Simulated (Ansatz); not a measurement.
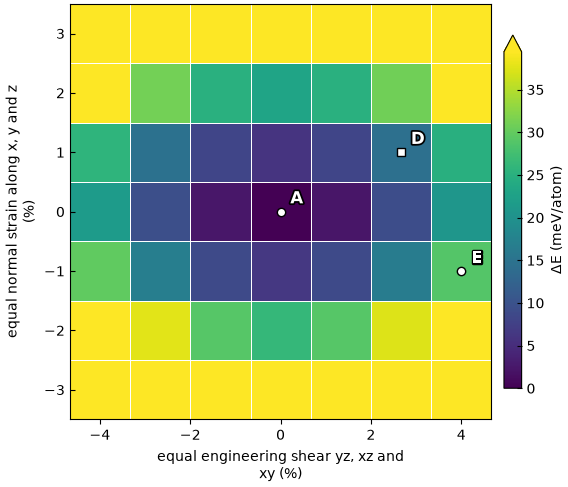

SrTiO3 (I4/mcm, No. 140; 10 atoms in the cell). The energy is mapped over two homogeneous strains (x along [1 0 0], y along [0 1 0], z along [0 0 1] of the conventional cell). First axis: equal engineering shear yz, xz and xy. Second axis: equal normal strain along x, y and z. Nothing is relaxed (fractional coordinates fixed). The grid has 7 × 7 points. Points are written as (first, second). All energies are given in meV/atom relative to the lowest grid point. Method: Ansatz, DFT PBEsol, scalar-relativistic, plane waves, PAW. Settings: cutoff 520 eV, k-mesh 8×8×8, gaussian smearing 0.05 eV, no spin polarisation.

The picture shows one coloured cell a grid point, one colour for all values above the top of the scale, lettered points.

### Is E the lowest point of the computed grid?

No. E lies 29 meV/atom above the lowest grid point, which is at (0.00 %, 0 %).

### Which space group has the cell at each letter?

A: I4/mcm; D: C2/m; E: C2/m.

### What kind of point is each of A, D: minimum, saddle, maximum or slope?

A: minimum; D: on a slope. (In these two coordinates alone; a stationary point may lie a little off the grid point.)

PAW datasets: the set soft_1.
